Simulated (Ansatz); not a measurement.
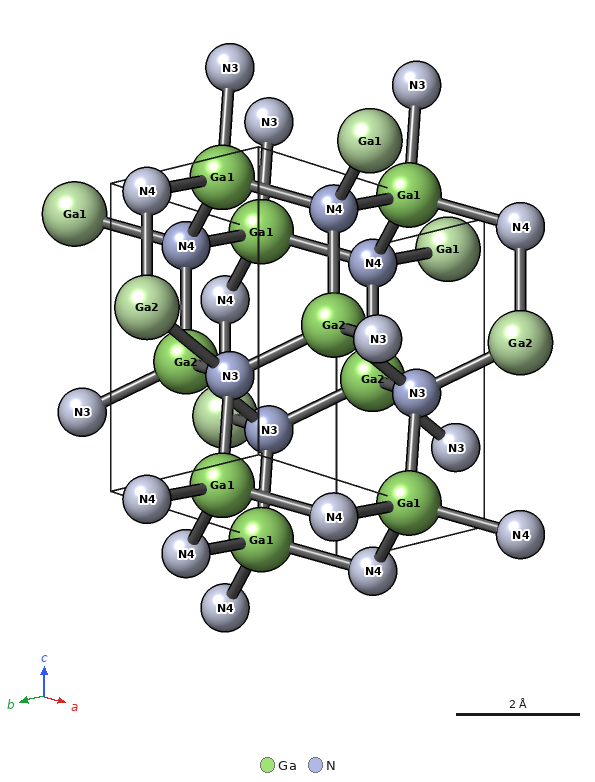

The structure (ball-and-stick view of the cell 2 times as large as that of the calculation, set on its symmetry axes, seen at an oblique angle; neighbours outside the cell are drawn fainter; atoms are numbered from 1 in the order of the input). Near neighbours in the crystal (not all of them lie inside the picture): Ga has 4 N at 1.91 to 2.17 Å; N has 4 Ga at 1.91 to 2.17 Å.

## GaN: one change and its effect

System: GaN (4 atoms in the cell).
Method of run A: DFT PBE, scalar-relativistic, plane waves, PAW, no spin polarisation (Ansatz 0.2.0).

The structure derives from an entry of the Crystallography Open Database. Text and figures count atoms from 1; the logs count them from 0 in places.

## Input file, run A
```yaml
crystal:
  lattice:
    - [3.2184289164, 0.0, 0.0]
    - [-1.6092144582, 2.7872412019, 0.0]
    - [0.0, 0.0, 5.2430304702]
  atoms:
    - { symbol: Ga, position: [0.3333333333, 0.6666666667, 0.9991316875] }
    - { symbol: Ga, position: [0.6666666667, 0.3333333333, 0.4991316875] }
    - { symbol: "N", position: [0.4011067004, 0.7005533502, 0.3633373516] }
    - { symbol: "N", position: [0.6666666667, 0.3333333333, 0.8758683125] }
basis:
  ecutwfc: 420
kpoints:
  mp_grid: { grid: [12, 12, 6] }
hamiltonian:
  xc: pbe
scf:
  occupations: { method: gaussian, width: 0.05 }
output:
  forces: true
  stress: true
  eigenvalues: true
```

Launched with:
```bash
ansatz run input.yaml --threads 1 --pin off --max-ram 2560MiB --backend cpu --events-out ev --progress --plain --runs-dir out
```

Hardware: 1 thread of Intel Xeon (Granite Rapids), 32 GiB of memory available, shared host.

## Output, shortened to warnings, some set-up lines, iterations and results (run A)
```
Basis set: ecut = 420 eV, 941 PW (Γ), exchange–correlation on 48×48×72 points (8 copies of the dense FFT grid, shifted against one another)
Symmetry: 2 space group operations
k-points: 242 of 864 (time reversal used)
Initial density: superposition of atomic densities (neutral atoms: chi_scale 0, normalization atom), corrected by the library's trained network
[...]
SCF iter   1: F=—  HF=-8335.648199 eV  |F-HF|=—  |Δ(HF+E_count)|=         —  Δρ=1.04e-3  dr2=2.98e-4  ethr=1.77e-3  ⟨swp⟩=5.0  Hψ=21206  notcnv=0
SCF iter   2: F=—  HF=-8335.648829 eV  |F-HF|=—  |Δ(HF+E_count)|=   6.30e-4  Δρ=4.96e-4  dr2=5.35e-5  ethr=8.27e-7  ⟨swp⟩=2.0  Hψ=11593  notcnv=0
SCF iter   3: F=—  HF=-8335.648969 eV  |F-HF|=—  |Δ(HF+E_count)|=   1.40e-4  Δρ=2.04e-4  dr2=1.09e-5  ethr=1.49e-7  ⟨swp⟩=2.0  Hψ=9132  notcnv=0
SCF iter   4: F=—  HF=-8335.648991 eV  |F-HF|=—  |Δ(HF+E_count)|=   2.22e-5  Δρ=5.98e-5  dr2=1.53e-6  ethr=3.03e-8  ⟨swp⟩=2.0  Hψ=9673  notcnv=0
SCF iter   5: F=—  HF=-8335.648993 eV  |F-HF|=—  |Δ(HF+E_count)|=   2.05e-6  Δρ=2.43e-5  dr2=2.10e-7  ethr=4.24e-9  ⟨swp⟩=2.0  Hψ=9556  notcnv=0
SCF iter   6: F=-8335.648993 eV  HF=-8335.648993 eV  |F-HF|=1.36e-8  |Δ(HF+E_count)|=   2.71e-7  Δρ=8.86e-6  dr2=3.37e-8  ethr=2.78e-10  ⟨swp⟩=5.0  Hψ=22441  notcnv=0
SCF 1 converged in 6 iterations: F = -8335.648993 eV  dr2 = 3.37e-8
SCF converged after 6 iterations
Free energy (F): -8335.648993 eV
Harris-Foulkes:  -8335.648993 eV  (|F-HF|=1.36e-8)
Internal energy: -8335.648993 eV  (E = F + TS)
E sigma→0 (E₀):  -8335.648993 eV
Fermi energy:    10.180936 eV
--- Per-component energies (eV) ---
  E_band       = -24.674912
  E_kinetic    = 492.488467
  E_local      = -3953.574283  (includes V_loc(G=0)·N_el)
  E_nonlocal   = 948.608210
  E_hartree    = 1815.017089
  E_xc         = -256.923448
  E_vxc        = -267.365922  (∫ρ·V_xc dr)
  E_paw        = -4240.688134  (= ΣΔE_a)
  E_vpaw       = -874.866699  (= ΣTr[D̂ρ^β])
  E_aug_tail   = 0.000036  (compensation charges beyond the density's cutoff)
  E_ewald      = -3140.576930
  E_smearing   = -0.000000  (= −TS)
  E_closure    = 0.000000  (closes the sum)
  Σ components = -8335.648993   (vs F -8335.648993, Δ=0.00e0)
--- Forces (eV/Å), atoms counted from 1 ---
  atom   1  Ga     0.12153041     0.07016562    -0.41088807
  atom   2  Ga     1.02090570     0.58942018     0.00190297
  atom   3  N     -1.22722066    -0.70853618     0.77631122
  atom   4  N      0.08477124     0.04894270    -0.36734295
  max |Σ_I F_I| component: 1.68e-5 eV/Å
--- Stress (GPa, compression-positive) ---
       -1.117250      -3.253718       1.624572
       -3.253718       2.639821       0.937947
        1.624571       0.937947       2.619448
  P = ⅓ Tr σ = 1.3807 GPa (13.807 kbar)
```

Run B used a changed input.

## The two runs side by side

| quantity | run A | run B |
| --- | --- | --- |
| outcome | converged | converged |
| free energy per atom (eV) | −2083.9122 | −2083.8714 |
| gap on the mesh (eV) | 1.52 | 1.62 |
| pressure (GPa) | 1.38 | 2.78 |
| largest force (eV/Å) | 1.616 | 4.097 |
| SCF iterations | 6 | 6 |
| irreducible k-points | 242 | 242 |
| plane waves at Γ | 941 | 941 |
| wall time (shared host) | 9.9 s | 10 s |

What was changed in the input?

The change (lines with − go, lines with + come):
```diff
-    - { symbol: "N", position: [0.4011067004, 0.7005533502, 0.3633373516] }
+    - { symbol: "N", position: [0.2655599663, 0.6327799831, 0.3883992734] }
```

With the same functional and potentials, run B lies 40.8 meV per atom higher. The gap on the mesh goes from 1.52 to 1.62 eV. The pressure goes from 1.38 to 2.78 GPa. The largest force goes from 1.616 to 4.097 eV/Å. The number of SCF iterations is the same.

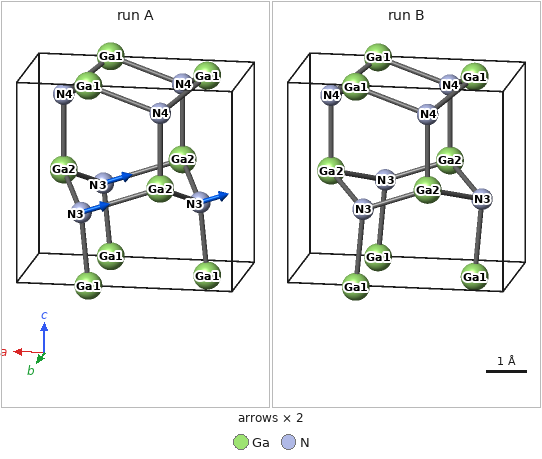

The two input geometries at one scale (ball-and-stick view of the cell 2 times as large as that of the calculation, set on its symmetry axes, seen at an oblique angle). The blue arrows on the first give the shifts of the atoms relative to the cell, magnified 2 times. The largest move is that of N3, 0.40 Å. Ga stays in place. The cell doesn't change. Among the contacts that change: Ga2–N3 2.167 → 1.767 Å, Ga1–N3 1.919 → 2.050 Å.

## Output, shortened to warnings, some set-up lines, iterations and results (run B)
```
Basis set: ecut = 420 eV, 941 PW (Γ), exchange–correlation on 48×48×72 points (8 copies of the dense FFT grid, shifted against one another)
Symmetry: 2 space group operations
k-points: 242 of 864 (time reversal used)
Initial density: superposition of atomic densities (neutral atoms: chi_scale 0, normalization atom), corrected by the library's trained network
[...]
SCF iter   1: F=—  HF=-8335.484894 eV  |F-HF|=—  |Δ(HF+E_count)|=         —  Δρ=1.05e-3  dr2=4.20e-4  ethr=1.77e-3  ⟨swp⟩=5.0  Hψ=21355  notcnv=0
SCF iter   2: F=—  HF=-8335.485541 eV  |F-HF|=—  |Δ(HF+E_count)|=   6.47e-4  Δρ=5.36e-4  dr2=1.01e-4  ethr=1.17e-6  ⟨swp⟩=2.0  Hψ=11491  notcnv=0
SCF iter   3: F=—  HF=-8335.485673 eV  |F-HF|=—  |Δ(HF+E_count)|=   1.32e-4  Δρ=2.04e-4  dr2=1.53e-5  ethr=2.82e-7  ⟨swp⟩=2.0  Hψ=9071  notcnv=0
SCF iter   4: F=—  HF=-8335.485687 eV  |F-HF|=—  |Δ(HF+E_count)|=   1.38e-5  Δρ=6.93e-5  dr2=2.13e-6  ethr=4.24e-8  ⟨swp⟩=2.0  Hψ=9670  notcnv=0
SCF iter   5: F=—  HF=-8335.485689 eV  |F-HF|=—  |Δ(HF+E_count)|=   2.26e-6  Δρ=2.93e-5  dr2=3.53e-7  ethr=5.91e-9  ⟨swp⟩=2.0  Hψ=9095  notcnv=0
SCF iter   6: F=-8335.485689 eV  HF=-8335.485689 eV  |F-HF|=1.91e-8  |Δ(HF+E_count)|=   4.75e-7  Δρ=1.12e-5  dr2=5.81e-8  ethr=2.78e-10  ⟨swp⟩=5.0  Hψ=23848  notcnv=0
SCF 1 converged in 6 iterations: F = -8335.485689 eV  dr2 = 5.81e-8
SCF converged after 6 iterations
Free energy (F): -8335.485689 eV
Harris-Foulkes:  -8335.485689 eV  (|F-HF|=1.91e-8)
Internal energy: -8335.485689 eV  (E = F + TS)
E sigma→0 (E₀):  -8335.485689 eV
Fermi energy:    10.149378 eV
--- Per-component energies (eV) ---
  E_band       = -25.017123
  E_kinetic    = 492.785871
  E_local      = -3958.346871  (includes V_loc(G=0)·N_el)
  E_nonlocal   = 948.650512
  E_hartree    = 1816.986292
  E_xc         = -257.038051
  E_vxc        = -267.501108  (∫ρ·V_xc dr)
  E_paw        = -4240.547968  (= ΣΔE_a)
  E_vpaw       = -874.577798  (= ΣTr[D̂ρ^β])
  E_aug_tail   = 0.000009  (compensation charges beyond the density's cutoff)
  E_ewald      = -3137.975482
  E_smearing   = -0.000000  (= −TS)
  E_closure    = 0.000000  (closes the sum)
  Σ components = -8335.485689   (vs F -8335.485689, Δ=0.00e0)
--- Forces (eV/Å), atoms counted from 1 ---
  atom   1  Ga    -0.20827745    -0.12024904     0.35029387
  atom   2  Ga    -2.94201418    -1.69857268     0.84909899
  atom   3  N      3.27408259     1.89029246    -1.57981480
  atom   4  N     -0.12374676    -0.07144522     0.38038755
  max |Σ_I F_I| component: 4.42e-5 eV/Å
--- Stress (GPa, compression-positive) ---
        8.509937       7.078402      -4.421683
        7.078402       0.336502      -2.552860
       -4.421684      -2.552860      -0.506786
  P = ⅓ Tr σ = 2.7799 GPa (27.799 kbar)
```
